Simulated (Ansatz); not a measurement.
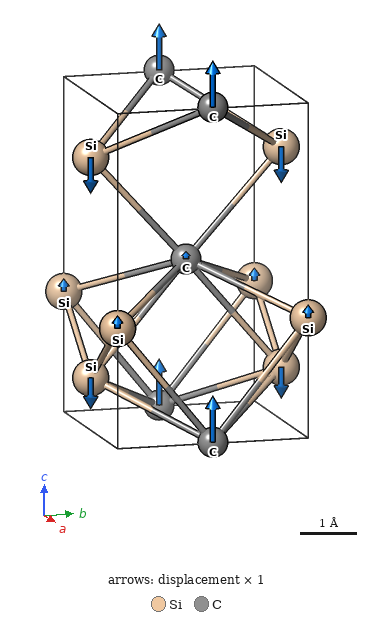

This is a relaxation of crystalline Si3C2 (a generated structure, set up in Pmm2) (coarse preliminary run). The starting structure is drawn; blue arrows show the displacements (the part carried along by the change of the cell is left out), at their true length.

The picture is a ball-and-stick view of the cell of the calculation, seen slightly off an axis.

Theory: Ansatz 0.2.0, DFT PBE, scalar-relativistic, plane waves, PAW. Settings: plane-wave cutoff 420 eV; k-point mesh 6 × 6 × 4; occupations gaussian; smearing width 0.1 eV; no spin polarisation; cell and atoms relaxed; force threshold 0.04 eV/Å; at most 70 steps.

What did the optimiser do to the structure, and how much energy did it gain?

The largest move relative to the cell is that of a C atom, 0.87 Å along +c. By element the largest moves are C 0.87 Å, Si 0.68 Å. The drawn cell changes as follows: a 3.518 → 2.808 Å (−20.2 %), b 3.569 → 2.735 Å (−23.4 %), c 6.152 → 6.887 Å (+11.9 %); the volume changes by −31.5 %. Near-neighbour distances that change, for instance: Si–Si 3.569 → 2.735 Å, C–Si 2.653 → 1.932 Å, Si–Si 3.518 → 2.808 Å, C–Si 2.763 → 3.459 Å. Bond angles that change, for instance: Si–Si–Si 109.4° → 64.3°, Si–Si–Si 125.3° → 147.9°. The space group stays Pmm2 (No. 25). After 10 accepted moves (11 points after the start) the energy has fallen by 1551 meV per atom. Largest force component: 4.3 eV/Å at the start, 0.012 eV/Å at the end. The pressure goes from −7.73 to −0.02 GPa. The SCF was repeated once at an unchanged geometry on a basis and grid sized afresh for the cell, which shifted the energy by 0.6 meV per atom at most. The run took 2.3 min on 1 thread of Arm Neoverse N1, with other jobs on the host, peak memory 0.37 GiB.
